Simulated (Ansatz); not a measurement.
## Geometry relaxation, with input and output: Si₂C (part 1 of 2)

Si₂C (6 atoms in the cell), computed with DFT PBE, scalar-relativistic, plane waves, PAW, no spin polarisation (Ansatz 0.2.0).

The structure was made by a generator, so it may or may not be a known phase.

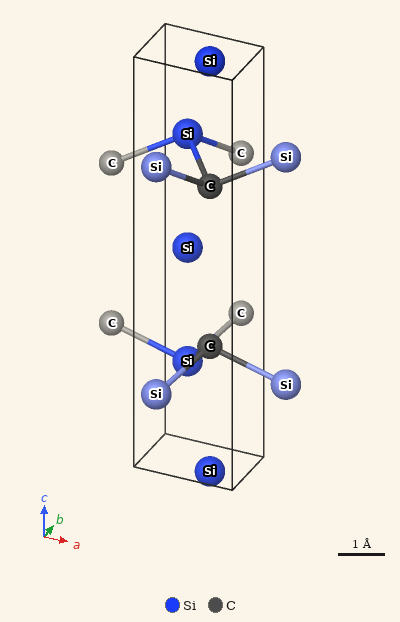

Fig. 1: The input geometry (ball-and-stick view of the cell of the calculation, seen slightly off an axis; neighbours outside the cell are drawn fainter). An atom can appear more than once, as a periodic image.

## Input file
```yaml
crystal:
  lattice:
    - [2.9915206998, 0.0, 0.0]
    - [-1.4957603499, 2.5907329219, 0.0]
    - [0.0, 0.0, 9.3661835304]
  atoms:
    - { symbol: Si, position: [0.3333333333, 0.6666666667, 0.7772238067] }
    - { symbol: Si, position: [0.3333333333, 0.6666666667, 0.2227761933] }
    - { symbol: Si, position: [0.3333333333, 0.6666666667, 0.5] }
    - { symbol: Si, position: [0.6666666667, 0.3333333333, 0.0] }
    - { symbol: C, position: [0.6666666667, 0.3333333333, 0.3048755122] }
    - { symbol: C, position: [0.6666666667, 0.3333333333, 0.6951244878] }
basis:
  ecutwfc: 420
kpoints:
  mp_grid: { grid: [12, 12, 4] }
hamiltonian:
  xc: pbe
scf:
  occupations: { method: gaussian, width: 0.1 }
output:
  forces: true
  stress: true
  eigenvalues: true
  write_density: true
  write_potential: true
  elf: true
  volumetric_format: npy
relax:
  adjacent_minimum: "off"
  f_tol: 0.01
  max_steps: 80
  cell: { stress_tol: 0.05 }
```

Command:
```bash
ansatz run input.yaml --threads 1 --pin off --max-ram 2560MiB --backend cpu --events-out ev --progress --plain --runs-dir out
```

## The program's output
```
Engine: ansatz 0.2.0, x86_64-unknown-linux-gnu
Pseudopotentials: kind: paw
Pseudopotential: Si, paw, valence charge 4, recommended cutoff 420 eV (normal), Si.paw.azcp
Pseudopotential: C, paw, valence charge 4, recommended cutoff 420 eV (normal), C.paw.azcp
Functional definition: PBE
  parameter kappa = 0.804
  parameter beta = 0.06672455060314922
  exchange = pbe_x(kappa = kappa, mu = beta*pi^2/3)
  correlation = pbe_c(beta = beta)
Crystal: 6 atoms, lattice volume = 72.590 Å³
Basis set: ecut = 420 eV, 1375 PW (Γ), exchange–correlation on 40×40×128 points (8 copies of the dense FFT grid, shifted against one another)
Bands: 18, of which v1, the nominal top of the filled ones, is band 12 counted from 1 (11 counted from 0)
Symmetry: 12 space group operations
Space group: P-6m2 (ITA 187), of the structure as read, at distance tolerance 4.2e-5 Å
k-points: 57 of 576 (time reversal used)
Non-local potential: Si, projectors of the file, l = 0: 2, l = 1: 2, l = 2: 2
Non-local potential: C, projectors of the file, l = 0: 2, l = 1: 2, l = 2: 1
PAW form: soft (Blöchl's): semilocal exchange-correlation on the pseudo side does not see the compensation charge
PAW one-centre angular grid: Si, 110 points (default); XC on 64 Gauss nodes
PAW one-centre angular grid: C, 110 points (default); XC on 64 Gauss nodes
Initial density: superposition of atomic densities (neutral atoms: chi_scale 0, normalization atom), corrected by the library's trained network
Initial wavefunctions: pseudopotential atomic-orbital guess
Functional: x = pbe(κ = 0.804, μ = 0.2195149727645171), c = pbe(β = 0.06672455060314922)
SCF iter   1: F=—  HF=-3040.728751 eV  |F-HF|=—  |Δ(HF+E_count)|=         —  Δρ=4.93e-3  dr2=5.90e-2  ethr=1.77e-3  ⟨swp⟩=5.9  Hψ=6031  notcnv=0
preconditioner: auto → none  [metal: Δε(μ)=0.040 eV  Ē_g=9.438 eV  σ=0.100 eV  W_gap=0.22  n_scr=6 (ndim 8)  ℏωp=21.4 eV  f_vac=0.000  D(μ)=1.31/eV (n_scr^D=4)  sad-step TF]
SCF iter   2: F=—  HF=-3040.726614 eV  |F-HF|=—  |Δ(HF+E_count)|=   2.14e-3  Δρ=3.26e-3  dr2=4.10e-2  ethr=2.46e-4  ⟨swp⟩=1.0  Hψ=1482  notcnv=0
SCF iter   3: F=—  HF=-3040.725692 eV  |F-HF|=—  |Δ(HF+E_count)|=   9.22e-4  Δρ=1.86e-3  dr2=3.87e-2  ethr=1.71e-4  ⟨swp⟩=2.1  Hψ=1175  notcnv=0
SCF iter   4: F=—  HF=-3040.722646 eV  |F-HF|=—  |Δ(HF+E_count)|=   3.05e-3  Δρ=4.86e-4  dr2=1.73e-3  ethr=1.61e-4  ⟨swp⟩=1.0  Hψ=960  notcnv=0
SCF iter   5: F=—  HF=-3040.722502 eV  |F-HF|=—  |Δ(HF+E_count)|=   1.44e-4  Δρ=1.34e-4  dr2=1.09e-4  ethr=7.20e-6  ⟨swp⟩=1.0  Hψ=997  notcnv=0
SCF iter   6: F=—  HF=-3040.722499 eV  |F-HF|=—  |Δ(HF+E_count)|=   3.09e-6  Δρ=2.13e-5  dr2=5.41e-7  ethr=4.55e-7  ⟨swp⟩=1.8  Hψ=1121  notcnv=0
SCF iter   7: F=—  HF=-3040.722579 eV  |F-HF|=—  |Δ(HF+E_count)|=   7.95e-5  Δρ=5.59e-6  dr2=1.76e-8  ethr=4.17e-10  ⟨swp⟩=12.4  Hψ=7831  notcnv=0
SCF iter   8: F=-3040.722579 eV  HF=-3040.722579 eV  |F-HF|=7.96e-11  |Δ(HF+E_count)|=   5.99e-9  Δρ=1.04e-6  dr2=7.33e-10  ethr=7.35e-11  ⟨swp⟩=5.5  Hψ=5449  notcnv=0
SCF 1 converged in 8 iterations: F = -3040.722579 eV  dr2 = 7.33e-10
  greatest PAW one-centre occupation: 0.711 electrons in one spin orbital (limit 2), on the Si atom at site 2 (counted from 0), in its partial waves of l = 0
relax step   1: F+E_penalty+E_count = -3040.72257892 eV  Δ(F+E_penalty+E_count) = +0.000e0 eV  max|allowed force component| = 1.227e-1 eV/Å  Δτ_max = 0.0000 Å  P = +0.000 GPa  Ω = 72.590 Å³  (8 SCF iters, dr2 threshold 1.00e-7 eV, accepted)
Crystal: 6 atoms, lattice volume = 72.769 Å³
Initial density: handed on by an earlier stage of this run
Initial wavefunctions: those handed on with the density
iter 1 solved again at ethr=2.62e-5 eV; its pass at ethr=3.10e-3 eV (dr2=6.30e-3 eV) is discarded
SCF iter   1: F=—  HF=-3040.725923 eV  |F-HF|=—  |Δ(HF+E_count)|=         —  Δρ=1.75e-3  dr2=6.76e-3  ethr=2.62e-5  ⟨swp⟩=1.8  Hψ=5989  notcnv=0
preconditioner: auto → none  [metal: Δε(μ)=0.033 eV  Ē_g=9.423 eV  σ=0.100 eV  W_gap=0.18  n_scr=6 (ndim 8)  ℏωp=21.3 eV  f_vac=0.000  D(μ)=1.77/eV (n_scr^D=6)]
SCF iter   2: F=—  HF=-3040.725466 eV  |F-HF|=—  |Δ(HF+E_count)|=   4.57e-4  Δρ=7.48e-4  dr2=3.55e-3  ethr=2.62e-5  ⟨swp⟩=2.2  Hψ=1348  notcnv=0
SCF iter   3: F=—  HF=-3040.725177 eV  |F-HF|=—  |Δ(HF+E_count)|=   2.89e-4  Δρ=4.68e-4  dr2=9.51e-5  ethr=1.48e-5  ⟨swp⟩=1.0  Hψ=1032  notcnv=0
SCF iter   4: F=—  HF=-3040.725246 eV  |F-HF|=—  |Δ(HF+E_count)|=   6.91e-5  Δρ=9.16e-5  dr2=1.95e-6  ethr=3.96e-7  ⟨swp⟩=2.3  Hψ=1626  notcnv=0
iter 5 did not close the SCF: its close was put off for the readings that it lacked (scf_convergence_deferred on its scf_iter line)
SCF iter   5: F=-3040.725247 eV  HF=-3040.725247 eV  |F-HF|=4.06e-9  |Δ(HF+E_count)|=   7.99e-7  Δρ=1.46e-5  dr2=7.92e-8  ethr=8.13e-9  ⟨swp⟩=2.2  Hψ=1667  notcnv=0
SCF iter   6: F=-3040.725247 eV  HF=-3040.725247 eV  |F-HF|=6.09e-11  |Δ(HF+E_count)|=   1.94e-8  Δρ=2.67e-6  dr2=2.64e-9  ethr=3.30e-10  ⟨swp⟩=6.0  Hψ=6078  notcnv=0
SCF 2 converged in 6 iterations: F = -3040.725247 eV  dr2 = 2.64e-9
relax step   2: F+E_penalty+E_count = -3040.72524698 eV  Δ(F+E_penalty+E_count) = -2.668e-3 eV  max|allowed force component| = 9.445e-2 eV/Å  Δτ_max = 0.0125 Å  P = -0.142 GPa  Ω = 72.769 Å³  energy of the carried Pulay correction = -1.852e-4 eV  (6 SCF iters, dr2 threshold 6.00e-7 eV, accepted)
[... from here on the SCF iterations and repeated set-up lines of each step are left out, up to the last step ...]
SCF 3 converged in 6 iterations: F = -3040.725652 eV  dr2 = 1.28e-10
relax step   3: F+E_penalty+E_count = -3040.72565173 eV  Δ(F+E_penalty+E_count) = -4.047e-4 eV  max|allowed force component| = 5.560e-2 eV/Å  Δτ_max = 0.0041 Å  P = -0.120 GPa  Ω = 72.840 Å³  energy of the carried Pulay correction = -2.587e-4 eV  (6 SCF iters, dr2 threshold 5.58e-7 eV, accepted)
SCF 4 converged in 6 iterations: F = -3040.726182 eV  dr2 = 3.94e-10
relax step   4: F+E_penalty+E_count = -3040.72618239 eV  Δ(F+E_penalty+E_count) = -5.307e-4 eV  max|allowed force component| = 3.378e-2 eV/Å  Δτ_max = 0.0050 Å  P = +0.127 GPa  Ω = 72.877 Å³  energy of the carried Pulay correction = -2.969e-4 eV  (6 SCF iters, dr2 threshold 1.93e-7 eV, accepted)
SCF 5 converged in 6 iterations: F = -3040.727643 eV  dr2 = 6.03e-8
relax step   5: F+E_penalty+E_count = -3040.72764341 eV  Δ(F+E_penalty+E_count) = -1.461e-3 eV  max|allowed force component| = 6.754e-2 eV/Å  Δτ_max = 0.0223 Å  P = +0.494 GPa  Ω = 73.360 Å³  energy of the carried Pulay correction = -7.946e-4 eV  (6 SCF iters, dr2 threshold 2.65e-7 eV, accepted)
SCF 6 converged in 8 iterations: F = -3040.720551 eV  dr2 = 3.59e-9
relax step   6: F+E_penalty+E_count = -3040.72055084 eV  Δ(F+E_penalty+E_count) = +7.093e-3 eV  max|allowed force component| = 3.600e-1 eV/Å  Δτ_max = 0.1669 Å  P = +2.040 GPa  Ω = 77.374 Å³  energy of the carried Pulay correction = -4.807e-3 eV  (8 SCF iters, dr2 threshold 6.00e-7 eV, rejected (line search))
SCF 7 converged in 9 iterations: F = -3040.729418 eV  dr2 = 4.18e-11
relax step   7: F+E_penalty+E_count = -3040.72941805 eV  Δ(F+E_penalty+E_count) = -1.775e-3 eV  max|allowed force component| = 1.858e-1 eV/Å  Δτ_max = 0.0820 Å  P = +0.830 GPa  Ω = 75.391 Å³  energy of the carried Pulay correction = -2.852e-3 eV  (9 SCF iters, accepted)
SCF 8 converged in 6 iterations: F = -3040.730983 eV  dr2 = 3.11e-10
relax step   8: F+E_penalty+E_count = -3040.73098330 eV  Δ(F+E_penalty+E_count) = -1.565e-3 eV  max|allowed force component| = 1.341e-1 eV/Å  Δτ_max = 0.0032 Å  P = +0.708 GPa  Ω = 75.410 Å³  energy of the carried Pulay correction = -2.871e-3 eV  (6 SCF iters, dr2 threshold 6.00e-7 eV, accepted)
SCF 9 converged in 6 iterations: F = -3040.733055 eV  dr2 = 3.09e-8
relax step   9: F+E_penalty+E_count = -3040.73305513 eV  Δ(F+E_penalty+E_count) = -2.072e-3 eV  max|allowed force component| = 2.438e-2 eV/Å  Δτ_max = 0.0281 Å  P = -0.018 GPa  Ω = 76.428 Å³  energy of the carried Pulay correction = -3.881e-3 eV  (6 SCF iters, dr2 threshold 6.00e-7 eV, accepted)
SCF 10 converged in 7 iterations: F = -3040.736488 eV  dr2 = 1.60e-8
relax step  10: F+E_penalty+E_count = -3040.73648789 eV  Δ(F+E_penalty+E_count) = -3.433e-3 eV  max|allowed force component| = 1.160e-1 eV/Å  Δτ_max = 0.1010 Å  P = -0.369 GPa  Ω = 79.236 Å³  energy of the carried Pulay correction = -6.596e-3 eV  (7 SCF iters, dr2 threshold 3.72e-8 eV, accepted)
SCF 11 converged in 8 iterations: F = -3040.796302 eV  dr2 = 1.27e-8
relax step  11: F+E_penalty+E_count = -3040.79630181 eV  Δ(F+E_penalty+E_count) = -5.981e-2 eV  max|allowed force component| = 3.810e-1 eV/Å  Δτ_max = 0.1686 Å  P = -0.812 GPa  Ω = 84.045 Å³  energy of the carried Pulay correction = -1.102e-2 eV  (8 SCF iters, dr2 threshold 6.00e-7 eV, accepted)
SCF 12 converged in 7 iterations: F = -3040.969093 eV  dr2 = 2.13e-7
relax step  12: F+E_penalty+E_count = -3040.96909350 eV  Δ(F+E_penalty+E_count) = -1.728e-1 eV  max|allowed force component| = 8.527e-1 eV/Å  Δτ_max = 0.1951 Å  P = -1.954 GPa  Ω = 89.378 Å³  energy of the carried Pulay correction = -1.563e-2 eV  (7 SCF iters, dr2 threshold 6.00e-7 eV, accepted)
SCF 13 converged in 9 iterations: F = -3041.361912 eV  dr2 = 1.02e-7
relax step  13: F+E_penalty+E_count = -3041.36191193 eV  Δ(F+E_penalty+E_count) = -3.928e-1 eV  max|allowed force component| = 1.427e0 eV/Å  Δτ_max = 0.1949 Å  P = -6.658 GPa  Ω = 94.484 Å³  energy of the carried Pulay correction = -1.976e-2 eV  (9 SCF iters, dr2 threshold 6.00e-7 eV, accepted)
SCF 14 converged in 7 iterations: F = -3041.832963 eV  dr2 = 5.77e-7
relax step  14: F+E_penalty+E_count = -3041.83296272 eV  Δ(F+E_penalty+E_count) = -4.711e-1 eV  max|allowed force component| = 8.317e-1 eV/Å  Δτ_max = 0.1945 Å  P = -12.986 GPa  Ω = 96.784 Å³  energy of the carried Pulay correction = -2.155e-2 eV  (7 SCF iters, dr2 threshold 6.00e-7 eV, accepted)
SCF 15 converged in 7 iterations: F = -3042.596540 eV  dr2 = 1.59e-7
relax step  15: F+E_penalty+E_count = -3042.59653991 eV  Δ(F+E_penalty+E_count) = -7.636e-1 eV  max|allowed force component| = 1.468e0 eV/Å  Δτ_max = 0.1952 Å  P = -11.067 GPa  Ω = 86.212 Å³  energy of the carried Pulay correction = -1.293e-2 eV  (7 SCF iters, dr2 threshold 6.00e-7 eV, accepted)
SCF 16 converged in 7 iterations: F = -3043.139287 eV  dr2 = 5.97e-8
relax step  16: F+E_penalty+E_count = -3043.13928668 eV  Δ(F+E_penalty+E_count) = -5.427e-1 eV  max|allowed force component| = 1.061e0 eV/Å  Δτ_max = 0.0549 Å  P = -1.736 GPa  Ω = 80.710 Å³  energy of the carried Pulay correction = -7.981e-3 eV  (7 SCF iters, dr2 threshold 6.00e-7 eV, accepted)
SCF 17 converged in 6 iterations: F = -3043.554147 eV  dr2 = 1.82e-7
relax step  17: F+E_penalty+E_count = -3043.55414718 eV  Δ(F+E_penalty+E_count) = -4.149e-1 eV  max|allowed force component| = 6.759e-1 eV/Å  Δτ_max = 0.0827 Å  P = -0.589 GPa  Ω = 78.167 Å³  energy of the carried Pulay correction = -5.575e-3 eV  (6 SCF iters, dr2 threshold 6.00e-7 eV, accepted)
SCF 18 converged in 7 iterations: F = -3043.402314 eV  dr2 = 6.93e-8
relax step  18: F+E_penalty+E_count = -3043.40231392 eV  Δ(F+E_penalty+E_count) = +1.518e-1 eV  max|allowed force component| = 1.202e0 eV/Å  Δτ_max = 0.1956 Å  P = +1.936 GPa  Ω = 77.482 Å³  energy of the carried Pulay correction = -4.911e-3 eV  (7 SCF iters, dr2 threshold 6.00e-7 eV, rejected (line search))
SCF 19 converged in 9 iterations: F = -3043.659806 eV  dr2 = 5.42e-11
relax step  19: F+E_penalty+E_count = -3043.65980640 eV  Δ(F+E_penalty+E_count) = -1.057e-1 eV  max|allowed force component| = 1.008e-1 eV/Å  Δτ_max = 0.0610 Å  P = +0.143 GPa  Ω = 77.621 Å³  energy of the carried Pulay correction = -5.046e-3 eV  (9 SCF iters, accepted)
SCF 20 converged in 6 iterations: F = -3043.660992 eV  dr2 = 8.38e-9
relax step  20: F+E_penalty+E_count = -3043.66099198 eV  Δ(F+E_penalty+E_count) = -1.186e-3 eV  max|allowed force component| = 8.148e-2 eV/Å  Δτ_max = 0.0144 Å  P = -0.074 GPa  Ω = 77.644 Å³  energy of the carried Pulay correction = -5.069e-3 eV  (6 SCF iters, dr2 threshold 6.00e-7 eV, accepted)
SCF 21 converged in 6 iterations: F = -3043.661686 eV  dr2 = 5.07e-10
relax step  21: F+E_penalty+E_count = -3043.66168578 eV  Δ(F+E_penalty+E_count) = -6.938e-4 eV  max|allowed force component| = 1.039e-3 eV/Å  Δτ_max = 0.0051 Å  P = -0.047 GPa  Ω = 77.686 Å³  energy of the carried Pulay correction = -5.110e-3 eV  (6 SCF iters, dr2 threshold 6.00e-7 eV, accepted)
SCF 22 converged in 6 iterations: F = -3043.661718 eV  dr2 = 2.35e-11
relax step  22: F+E_penalty+E_count = -3043.66171774 eV  Δ(F+E_penalty+E_count) = -3.196e-5 eV  max|allowed force component| = 3.621e-4 eV/Å  Δτ_max = 0.0002 Å  P = +0.000 GPa  Ω = 77.661 Å³  energy of the carried Pulay correction = -5.085e-3 eV  (6 SCF iters, accepted)
SCF 23 converged in 7 iterations: F = -3043.670116 eV  dr2 = 6.37e-12
relax step  23: F+E_penalty+E_count = -3043.67011639 eV  Δ(F+E_penalty+E_count) = -8.399e-3 eV  max|allowed force component| = 1.745e-3 eV/Å  Δτ_max = 0.0000 Å  P = +0.154 GPa  Ω = 77.661 Å³  stress off target by 2.64e-1 GPa  SCF on the basis re-selected at this cell (its energy is not comparable with the rows above)  (7 SCF iters)
SCF 24 converged in 6 iterations: F = -3043.670097 eV  dr2 = 4.85e-11
relax step  24: F+E_penalty+E_count = -3043.67009660 eV  Δ(F+E_penalty+E_count) = +1.979e-5 eV  max|allowed force component| = 1.325e-3 eV/Å  Δτ_max = 0.0002 Å  P = +0.008 GPa  Ω = 77.731 Å³  energy of the carried Pulay correction = -6.746e-5 eV  (6 SCF iters, dr2 threshold 1.74e-7 eV, accepted)
iter 1 solved again at ethr=4.19e-7 eV; its pass at ethr=3.10e-3 eV (dr2=1.01e-4 eV) is discarded
SCF iter   1: F=—  HF=-3043.670248 eV  |F-HF|=—  |Δ(HF+E_count)|=         —  Δρ=4.00e-6  dr2=4.21e-9  ethr=4.19e-7  ⟨swp⟩=3.0  Hψ=8803  notcnv=0
eigensolver tolerance schedule: the retry pair's looser diagonalisation over-reported the residual by 23922.29 of it (diagonalisation noise at an unbounded share of the residual, at the tolerance the schedule requests for it); recorded, not acted on — ethr = c·dr2/N_el stays at c = 1.0e-1
preconditioner: auto → none  [metal: Δε(μ)=0.049 eV  Ē_g=9.867 eV  σ=0.100 eV  W_gap=0.26  n_scr=6 (ndim 8)  ℏωp=20.6 eV  f_vac=0.000  D(μ)=1.10/eV (n_scr^D=4)]
SCF iter   2: F=—  HF=-3043.670163 eV  |F-HF|=—  |Δ(HF+E_count)|=   8.54e-5  Δρ=2.03e-6  dr2=1.41e-9  ethr=1.75e-11  ⟨swp⟩=3.1  Hψ=2317  notcnv=0
SCF iter   3: F=—  HF=-3043.670163 eV  |F-HF|=—  |Δ(HF+E_count)|=  2.96e-10  Δρ=1.33e-6  dr2=3.59e-10  ethr=5.88e-12  ⟨swp⟩=1.0  Hψ=1026  notcnv=0
SCF iter   4: F=—  HF=-3043.670163 eV  |F-HF|=—  |Δ(HF+E_count)|=  5.09e-10  Δρ=2.48e-7  dr2=3.77e-10  ethr=1.49e-12  ⟨swp⟩=2.8  Hψ=1694  notcnv=0
iter 5 did not close the SCF: its close was put off for the readings that it lacked (scf_convergence_deferred on its scf_iter line)
SCF iter   5: F=-3043.670163 eV  HF=-3043.670163 eV  |F-HF|=1.59e-11  |Δ(HF+E_count)|=  2.09e-11  Δρ=1.29e-7  dr2=2.03e-11  ethr=1.49e-12  ⟨swp⟩=1.9  Hψ=1118  notcnv=0
SCF iter   6: F=-3043.670163 eV  HF=-3043.670163 eV  |F-HF|=9.09e-13  |Δ(HF+E_count)|=  2.73e-12  Δρ=5.72e-8  dr2=1.96e-12  ethr=1.00e-12  ⟨swp⟩=4.0  Hψ=4196  notcnv=0
SCF 25 converged in 6 iterations: F = -3043.670163 eV  dr2 = 1.96e-12
  greatest PAW one-centre occupation: 0.655 electrons in one spin orbital (limit 2), on the C atom at site 4 (counted from 0), in its partial waves of l = 0
relax step  25: F+E_penalty+E_count = -3043.67016305 eV  Δ(F+E_penalty+E_count) = -6.645e-5 eV  max|allowed force component| = 1.312e-3 eV/Å  Δτ_max = 0.0000 Å  P = +0.009 GPa  Ω = 77.731 Å³  stress off target by 2.15e-2 GPa  SCF on the basis re-selected at this cell (its energy is not comparable with the rows above)  (6 SCF iters)
```

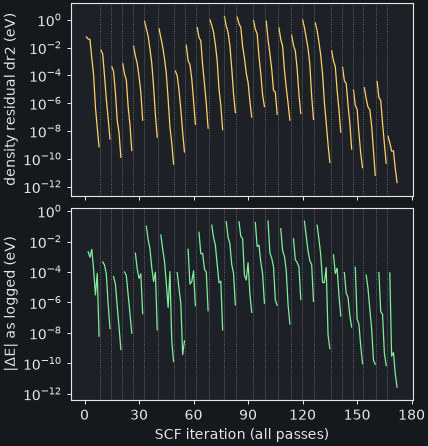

Fig. 2: Convergence of the self-consistent field: density residual dr2 and size of the energy change against the SCF iteration. The dotted lines part the SCF passes of the relaxation: geometry steps, rejected trials and re-solves on a re-selected basis. The 25 passes take 6 to 9 iterations each, 172 in all.

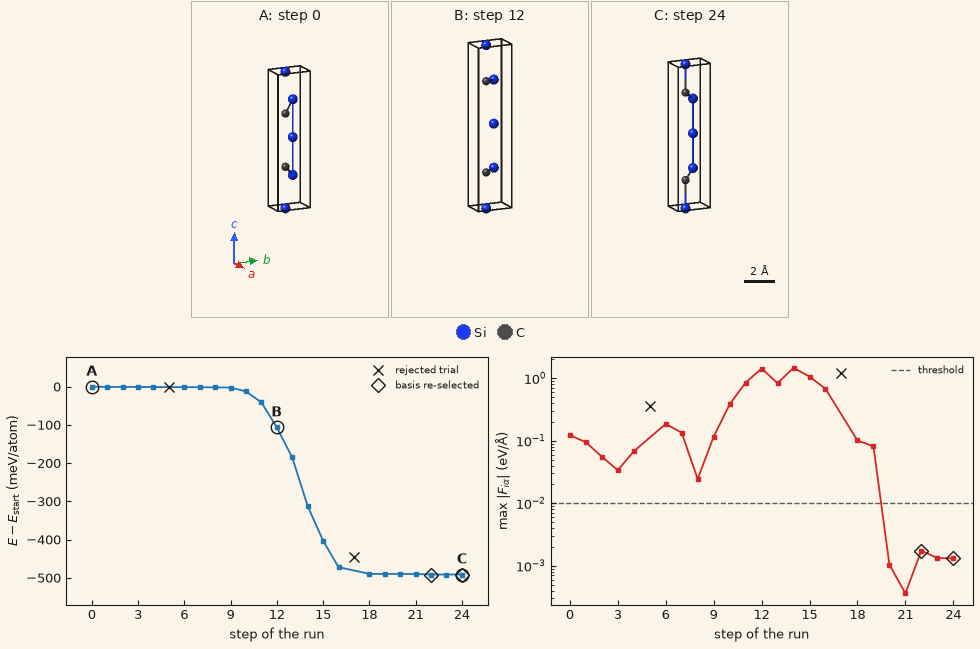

Fig. 3: Frames of the relaxation (ball-and-stick view of the cell of the calculation, seen slightly off an axis) above the curves, on which the letters mark them (the first geometry is step 0 here and step 1 in the log).

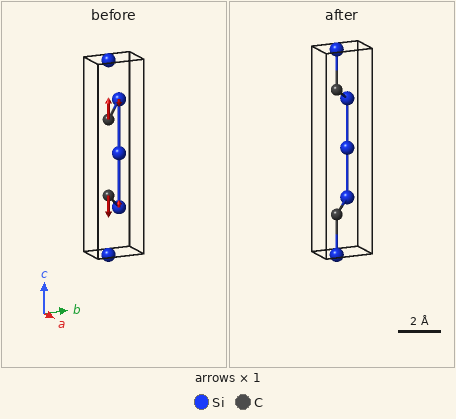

Fig. 4: Before (left) and after (right) the relaxation, at one scale (ball-and-stick view of the cell of the calculation, seen slightly off an axis). The red arrows give the displacements (without the part carried along by the change of the cell), at true length. After 22 geometry steps the energy has fallen by 491 meV per atom. The largest force component goes from 0.12 to 0.0013 eV/Å. Pressure: 0.00 GPa at the start and 0.01 GPa at the end. The line search rejected the trial steps at points 5, 17 (counted from 0) and went back. The basis was re-selected once at an unchanged geometry, which shifts the energy a little without any move. The largest moves relative to the cell, 1.07 Å, are those of C5 and C6. By element the largest moves are C 1.07 Å, Si 0.36 Å. The volume changes by +7.1 %, with a = b 2.992 → 3.013 Å (+0.7 %), c 9.366 → 9.886 Å (+5.6 %). Among the contacts that change: Si4–C5 2.856 → 1.941 Å, Si1–Si3 2.597 → 2.383 Å, Si1–C6 1.891 → 1.846 Å. New bonds form: Si4–C5 (2.86 → 1.94 Å), Si4–C6 (2.86 → 1.94 Å). Among the angles that change: Si3–Si1–C6 66.0° → 109.6°, Si2–C5–Si2 104.6° → 109.4°, C6–Si1–C6 104.6° → 109.4°. The space group stays P-6m2 (No. 187). The energy change given includes the shifts at the re-selections in mid-walk, which come without any move. A last SCF at the same geometry on a re-selected plane-wave basis shifts the energy by next to nothing (0.0 meV per atom). (Atoms are counted from 1 in the order of the input.)

```
basis re-selected at this cell: Δ(F+E_penalty+E_count) = -6.645e-5 eV, ΔP = +0.001 GPa vs the last step (what re-selecting the basis moved, of the pressure what is left beyond the Pulay correction that the steps carried, after the strain that the cell walked since its last selection, with what the two solves' SCF thresholds leave and, on support functions, any second-order correction that the steps lacked; it is no measure of the basis error at this ecutwfc). This SCF's stress stands 2.15e-2 GPa from its target on what of the cell is left free (relax.cell.stress_tol is 5.00e-2 GPa) and its largest allowed force component is 1.31e-3 eV/Å (relax.f_tol is 1.00e-2 eV/Å): within both
SCF converged after 6 iterations
Free energy (F): -3043.670163 eV
Harris-Foulkes:  -3043.670163 eV  (|F-HF|=9.09e-13)
Internal energy: -3043.664668 eV  (E = F + TS)
E sigma→0 (E₀):  -3043.667415 eV
Entropy (-TS):   -0.005495 eV (-0.916 meV/atom)
Fermi energy:    9.271528 eV
```
